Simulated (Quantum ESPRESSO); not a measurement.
**Band-structure run, with input and output: MoS4 (part 2 of 2)**

MoS4 (slab, 5 atoms in the cell); Kohn-Sham DFT of a periodic cell, PBE, PseudoDojo 0.5 SR PBE stringent, no spin polarisation (Quantum ESPRESSO 7.5); cutoff 1224.51 eV, 15×15×1 k-mesh, Gaussian smearing of 0.136 eV. The structure derives from a Materials Project entry.

Geometry of the input (Å; fractional positions):
```
3.1841  0.0000  0.0000
-1.5921  2.7575  0.0000
0.0000  0.0000  46.5665
S  0.3333  0.6667  0.1611
S  0.3333  0.6667  0.4667
Mo 0.0000  0.0000  0.5000
S  0.3333  0.6667  0.5333
S  0.3333  0.6667  0.8389
```

### The program's output, continued
```
     negative rho (up, down):  3.825E-05 0.000E+00

     total energy              =    -228.48104992 Ry
     estimated scf accuracy    <       0.00000011 Ry

     iteration # 18     ecut=    90.00 Ry     beta= 0.30
     Davidson diagonalization with overlap
     ethr =  2.83E-10,  avg # of iterations =  2.3

     negative rho (up, down):  2.409E-05 0.000E+00

     total energy              =    -228.48104988 Ry
     estimated scf accuracy    <       0.00000003 Ry

     iteration # 19     ecut=    90.00 Ry     beta= 0.30
     Davidson diagonalization with overlap
     ethr =  8.38E-11,  avg # of iterations =  3.0

     negative rho (up, down):  8.812E-06 0.000E+00

     total energy              =    -228.48104988 Ry
     estimated scf accuracy    <       0.00000001 Ry

     iteration # 20     ecut=    90.00 Ry     beta= 0.30
     Davidson diagonalization with overlap
     ethr =  3.70E-11,  avg # of iterations =  2.3

     negative rho (up, down):  2.016E-06 0.000E+00

     total energy              =    -228.48104991 Ry
     estimated scf accuracy    <          7.7E-09 Ry

     iteration # 21     ecut=    90.00 Ry     beta= 0.30
     Davidson diagonalization with overlap
     ethr =  2.04E-11,  avg # of iterations =  1.4

     End of self-consistent calculation

          k = 0.0000 0.0000 0.0000 ( 39619 PWs)   bands (ev):

   -64.2743 -38.4168 -38.2093 -38.2093 -17.5015 -16.1579 -15.4262 -15.4262
    -9.0104  -6.0627  -6.0627  -5.1064  -4.9425  -4.9425  -4.7794  -4.7794
    -3.3406  -1.4750  -1.4750  -1.4750  -1.4750  -0.6249  -0.6249  -0.3489
    -0.3489   2.2345   2.4634

          k = 0.0000 0.1023 0.0000 ( 39533 PWs)   bands (ev):

   -64.2727 -38.4136 -38.2258 -38.2131 -17.4357 -16.1317 -15.3752 -15.3752
    -8.9354  -6.2104  -5.9935  -5.5220  -5.0490  -4.7294  -4.7294  -4.6225
    -3.3753  -1.7602  -1.7602  -1.5355  -1.5355  -0.7181  -0.5334  -0.5056
    -0.4256   2.3777   2.5495

          k = 0.0000 0.2047 0.0000 ( 39644 PWs)   bands (ev):

   -64.2682 -38.4045 -38.2722 -38.2236 -17.2449 -16.0558 -15.2260 -15.2260
    -8.7320  -6.5817  -6.0415  -5.7948  -5.3204  -4.5833  -4.5833  -4.4351
    -3.5161  -2.4916  -2.4916  -1.6993  -1.6993  -0.8943  -0.8272  -0.6210
    -0.2058   2.6822   2.8024

          k = 0.0000 0.3070 0.0000 ( 39724 PWs)   bands (ev):

   -64.2615 -38.3910 -38.3400 -38.2392 -16.9493 -15.9386 -14.9908 -14.9908
    -8.4883  -7.0071  -6.5709  -5.6626  -5.4947  -4.5079  -4.3542  -4.3542
    -3.8149  -3.4415  -3.4415  -1.9240  -1.9240  -1.1373  -0.8577  -0.7108
     0.1573   3.0770   3.2066

          k = 0.0000 0.4094 0.0000 ( 39756 PWs)   bands (ev):

   -64.2537 -38.4170 -38.3754 -38.2570 -16.5834 -15.7948 -14.6931 -14.6931
    -8.4216  -7.2584  -7.0907  -5.9987  -5.1421  -4.7358  -4.4280  -4.4280
    -4.1752  -4.0666  -4.0666  -2.1617  -2.1617  -1.1561  -1.0586  -0.3721
     0.4859   3.5377   3.7241

          k = 0.0000 0.5117 0.0000 ( 39768 PWs)   bands (ev):

   -64.2463 -38.4897 -38.3605 -38.2739 -16.1988 -15.6465 -14.3724 -14.3724
    -8.6535  -7.5638  -7.2950  -6.2805  -5.3201  -5.3201  -4.9668  -4.8041
    -4.3505  -3.7606  -3.7606  -2.3722  -2.3722  -1.1722  -1.0186   0.0287
     0.7302   3.9558   4.5242

          k = 0.0000 0.6141 0.0000 ( 39834 PWs)   bands (ev):

   -64.2406 -38.5460 -38.3489 -38.2871 -15.8664 -15.5217 -14.0889 -14.0889
    -8.9521  -7.9317  -7.3637  -6.4805  -6.0067  -6.0067  -5.1277  -4.5482
    -4.2351  -3.4939  -3.4939  -2.5269  -2.5269  -1.1923  -0.8223   0.3411
     0.8815   3.4755   4.5475

          k = 0.0000 0.7164 0.0000 ( 39832 PWs)   bands (ev):

   -64.2374 -38.5766 -38.3425 -38.2943 -15.6689 -15.4495 -13.9177 -13.9177
    -9.1407  -8.1343  -7.4516  -6.5838  -6.3855  -6.3855  -5.2058  -4.4153
    -4.0452  -3.3351  -3.3351  -2.6084  -2.6084  -1.1700  -0.6652   0.4945
     0.9515   2.8721   4.8515

          k = 0.0886 0.1535 0.0000 ( 39597 PWs)   bands (ev):

   -64.2696 -38.4074 -38.2567 -38.2208 -17.3073 -16.0806 -15.2751 -15.2751
    -8.7952  -6.4672  -5.8813  -5.8622  -5.2859  -4.6313  -4.6313  -4.4235
    -3.4631  -2.2503  -2.2503  -1.6656  -1.6656  -0.8422  -0.7950  -0.5698
    -0.2756   2.5942   2.7191

          k = 0.0886 0.2559 0.0000 ( 39675 PWs)   bands (ev):

   -64.2640 -38.3961 -38.3124 -38.2353 -17.0639 -15.9838 -15.0827 -15.0827
    -8.5632  -6.8584  -6.3276  -5.6772  -5.6257  -4.4435  -4.4435  -4.3447
    -3.6870  -3.0509  -3.0509  -1.9024  -1.9024  -1.0901  -0.8790  -0.7821
     0.0893   2.9398   3.0494

          k = 0.0886 0.3582 0.0000 ( 39757 PWs)   bands (ev):

   -64.2568 -38.3829 -38.3816 -38.2538 -16.7323 -15.8524 -14.8153 -14.8153
    -8.3865  -7.1850  -6.8257  -6.0486  -5.3398  -4.4832  -4.1844  -4.1844
    -4.0248  -3.9813  -3.9813  -2.1806  -2.1806  -1.2519  -0.9427  -0.6738
     0.4543   3.3791   3.5176

          k = 0.0886 0.4606 0.0000 ( 39769 PWs)   bands (ev):

   -64.2492 -38.4557 -38.3664 -38.2732 -16.3549 -15.7045 -14.5038 -14.5038
    -8.4884  -7.3437  -7.2657  -6.3157  -5.0989  -4.8944  -4.8944  -4.7366
    -4.2608  -3.8856  -3.8856  -2.4453  -2.4453  -1.2743  -0.9750  -0.3020
     0.7319   3.8612   4.0619

          k = 0.0886 0.5629 0.0000 ( 39791 PWs)   bands (ev):

   -64.2426 -38.5184 -38.3531 -38.2900 -15.9923 -15.5652 -14.1974 -14.1974
    -8.7690  -7.7987  -7.2884  -6.4815  -5.6698  -5.6698  -4.9809  -4.9384
    -4.2027  -3.5957  -3.5957  -2.6578  -2.6578  -1.2111  -0.8864   0.0922
     0.8725   3.9356   4.5264

          k = 0.0886 0.6653 0.0000 ( 39849 PWs)   bands (ev):

   -64.2382 -38.5606 -38.3440 -38.3014 -15.7223 -15.4640 -13.9646 -13.9646
    -9.0088  -8.1090  -7.3876  -6.5692  -6.1980  -6.1980  -5.1468  -4.7966
    -4.0008  -3.3787  -3.3787  -2.7940  -2.7940  -1.1564  -0.7168   0.4155
     0.8637   3.1964   4.8909

          k = 0.0886 0.7676 0.0000 ( 39866 PWs)   bands (ev):

   -64.2366 -38.5755 -38.3408 -38.3054 -15.6209 -15.4267 -13.8762 -13.8762
    -9.1007  -8.2191  -7.4435  -6.5963  -6.3870  -6.3870  -5.2048  -4.7375
    -3.8915  -3.2972  -3.2972  -2.8407  -2.8407  -1.1477  -0.6132   0.5858
     0.7901   2.8641   4.8309

          k = 0.1773 0.3070 0.0000 ( 39751 PWs)   bands (ev):

   -64.2579 -38.3838 -38.3682 -38.2553 -16.7838 -15.8722 -14.8574 -14.8574
    -8.3769  -7.1415  -6.6386  -6.2129  -5.4337  -4.3035  -4.2251  -4.2251
    -3.9612  -3.7681  -3.7681  -2.2634  -2.2634  -1.2976  -0.9025  -0.8620
     0.4816   3.3350   3.4480

          k = 0.1773 0.4094 0.0000 ( 39784 PWs)   bands (ev):

   -64.2508 -38.4302 -38.3696 -38.2797 -16.4383 -15.7345 -14.5739 -14.5739
    -8.3644  -7.2295  -7.1253  -6.5292  -5.3556  -4.5466  -4.5466  -4.4506
    -4.1875  -3.9526  -3.9526  -2.6638  -2.6638  -1.3945  -0.9083  -0.6477
     0.8047   3.8211   3.9669

          k = 0.1773 0.5117 0.0000 ( 39759 PWs)   bands (ev):

   -64.2441 -38.4884 -38.3559 -38.3036 -16.0775 -15.5916 -14.2710 -14.2710
    -8.5569  -7.6796  -7.1796  -6.6162  -5.4252  -5.2853  -5.2853  -4.7234
    -4.1805  -3.6652  -3.6652  -3.0104  -3.0104  -1.2880  -0.8692  -0.3047
     0.9823   4.2444   4.8544

          k = 0.1773 0.6141 0.0000 ( 39802 PWs)   bands (ev):

   -64.2388 -38.5334 -38.3453 -38.3223 -15.7684 -15.4705 -14.0057 -14.0057
    -8.7682  -8.1127  -7.2488  -6.6072  -5.8726  -5.8726  -5.4350  -5.0029
    -4.0008  -3.4173  -3.4173  -3.2567  -3.2567  -1.1477  -0.7477   0.0460
     0.9953   3.7277   5.0438

          k = 0.1773 0.7164 0.0000 ( 39846 PWs)   bands (ev):

   -64.2359 -38.5578 -38.3394 -38.3326 -15.5865 -15.4002 -13.8470 -13.8470
    -8.8934  -8.3476  -7.3661  -6.5717  -6.2016  -6.2016  -5.3931  -5.1828
    -3.8096  -3.3833  -3.3833  -3.2709  -3.2709  -1.1850  -0.5119   0.3029
     0.9062   3.1497   5.5086

          k = 0.2659 0.4606 0.0000 ( 39763 PWs)   bands (ev):

   -64.2446 -38.4742 -38.3570 -38.3121 -16.1074 -15.6003 -14.2969 -14.2969
    -8.4587  -7.6196  -7.1145  -6.7021  -5.6491  -5.0853  -5.0853  -4.5919
    -4.1820  -3.6898  -3.6898  -3.2179  -3.2179  -1.3287  -0.8531  -0.4915
     1.0433   4.2990   4.5178

          k = 0.2659 0.5629 0.0000 ( 39795 PWs)   bands (ev):

   -64.2391 -38.5088 -38.3460 -38.3436 -15.7951 -15.4724 -14.0298 -14.0298
    -8.5635  -8.1181  -7.0586  -6.6593  -5.9798  -5.5545  -5.5545  -4.8672
    -4.0334  -3.6895  -3.6895  -3.4400  -3.4400  -1.1644  -0.7472  -0.2634
     1.1556   4.2474   5.0332

          k = 0.2659 0.6653 0.0000 ( 39860 PWs)   bands (ev):

   -64.2354 -38.5306 -38.3665 -38.3385 -15.5673 -15.3784 -13.8310 -13.8310
    -8.6087  -8.4602  -7.2075  -6.5400  -6.1052  -5.8880  -5.8880  -5.1491
    -3.9911  -3.9911  -3.7973  -3.2569  -3.2569  -1.2789  -0.4013  -0.0763
     1.1826   3.6290   5.2955

          k = 0.2659 0.7676 0.0000 ( 39865 PWs)   bands (ev):

   -64.2341 -38.5380 -38.3749 -38.3358 -15.4831 -15.3435 -13.7566 -13.7566
    -8.6121  -8.5810  -7.3171  -6.4701  -6.1185  -6.0106  -6.0106  -5.2775
    -4.0933  -4.0933  -3.6631  -3.1891  -3.1891  -1.3902  -0.2048  -0.0053
     1.1813   3.3334   5.3909

          k = 0.3545 0.6141 0.0000 ( 39875 PWs)   bands (ev):

   -64.2352 -38.5147 -38.3849 -38.3382 -15.5613 -15.3699 -13.8261 -13.8261
    -8.5042  -8.4605  -7.0174  -6.5388  -6.5278  -5.6820  -5.6820  -5.1304
    -4.3076  -4.3076  -3.7994  -3.2527  -3.2527  -1.3248  -0.3575  -0.2250
     1.3028   4.0015   4.8738

          k = 0.3545 0.7164 0.0000 ( 39923 PWs)   bands (ev):

   -64.2331 -38.5109 -38.4145 -38.3339 -15.4280 -15.3097 -13.7080 -13.7080
    -8.7222  -8.2844  -7.2434  -6.7418  -6.3619  -5.6943  -5.6943  -5.3716
    -4.7032  -4.7032  -3.5552  -3.1455  -3.1455  -1.5870  -0.2143   0.0030
     1.4026   3.6934   4.6665

          k = 0.4432 0.7676 0.0000 ( 39897 PWs)   bands (ev):

   -64.2323 -38.4898 -38.4457 -38.3323 -15.3783 -15.2841 -13.6636 -13.6636
    -8.8183  -7.9785  -7.4665  -6.9524  -6.2461  -5.5030  -5.2906  -5.2906
    -5.2906  -5.2906  -3.4194  -3.1056  -3.1056  -1.7628  -0.2720   0.1805
     1.4997   3.8379   4.2621

     the Fermi energy is    -3.2586 ev

!    total energy              =    -228.48104991 Ry
     estimated scf accuracy    <          4.5E-09 Ry
     smearing contrib. (-TS)   =      -0.00449418 Ry
     internal energy E=F+TS    =    -228.47655573 Ry

     The total energy is F=E-TS. E is the sum of the following terms:
     one-electron contribution =   -2356.17784344 Ry
     hartree contribution      =    1178.34093021 Ry
     xc contribution           =     -45.13641701 Ry
     ewald contribution        =     994.49677451 Ry

     convergence has been achieved in  21 iterations

     Forces acting on atoms (cartesian axes, Ry/au):

     atom    1 type  1   force =     0.00000000    0.00000000    0.00000976
     atom    2 type  1   force =     0.00000000    0.00000000   -0.00841687
     atom    3 type  2   force =     0.00000000    0.00000000    0.00000000
     atom    4 type  1   force =     0.00000000   -0.00000000    0.00841687
     atom    5 type  1   force =     0.00000000    0.00000000   -0.00000976

     Total force =     0.011903     Total SCF correction =     0.000154

=------------------------------------------------------------------------------=
   JOB DONE.
=------------------------------------------------------------------------------=
```

### File pp_potential.out
```
This program is part of the open-source Quantum ESPRESSO suite
     for quantum simulation of materials; please cite
         "P. Giannozzi et al., J. Phys.:Condens. Matter 21 395502 (2009);
         "P. Giannozzi et al., J. Phys.:Condens. Matter 29 465901 (2017);
         "P. Giannozzi et al., J. Chem. Phys. 152 154105 (2020);
          URL
     in publications or presentations arising from this work. More details at

     ./tmp/pwscf.save/

     IMPORTANT: XC functional enforced from input :
     Exchange-correlation= PBE
                           (   1   4   3   4   0   0   0)
     Any further DFT definition will be discarded
     Please, verify this is what you really want

     G-vector sticks info
     --------------------
     sticks:   dense  smooth     PW     G-vecs:    dense   smooth      PW
     Sum         913     913    253               318219   318219   49173

     Using Slab Decomposition

     Calling punch_plot, plot_num =  11
     Writing data to file  potential.dat
     Reading data from file  potential.dat

     Writing data to be plotted to file potential.cube
     Plot Type: 3D                     Output format: Gaussian cube

=------------------------------------------------------------------------------=
   JOB DONE.
=------------------------------------------------------------------------------=
```

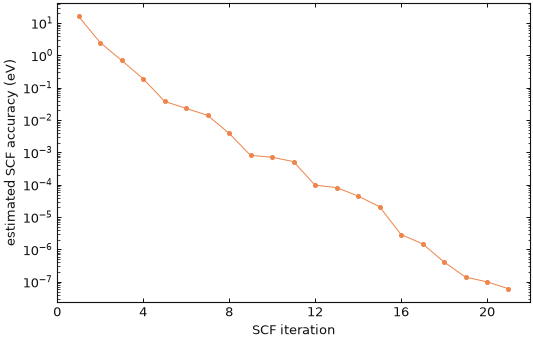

Convergence of the self-consistent field: estimated SCF accuracy against the iteration. The field takes 21 iterations in all.

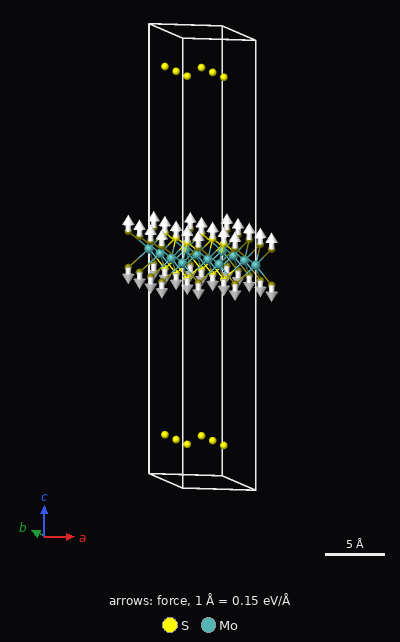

Forces on the atoms as white arrows (ball-and-stick view of the 2 × 3 repeat of the cell, with the vacuum cut short, seen slightly off an axis; neighbours outside the cell are drawn fainter). The largest act on S2, S4 (0.22 eV/Å). Atoms are counted from 1 in the order of the input and aren't labelled in the picture. The geometry is not a stationary point of this energy.

### Results in brief

```csv
quantity,value
outcome,converged
electrons treated,38
free energy,−3108.6430 eV
"work function, top face",7.03 eV
"work function, bottom face",7.03 eV
Fermi energy,−3.259 eV
gap on the k-point mesh,none (metallic)
work function (upper face),7.03 eV
largest force (length of the vector),0.216 eV/Å
wall time,11 min (CPU time 22 min)
peak memory,1.5 GiB
```

### Remarks

Settings chosen away from the usual ones: k set to [15, 15, 1] (from [10, 10, 1]). Notes on the run: negative rho.
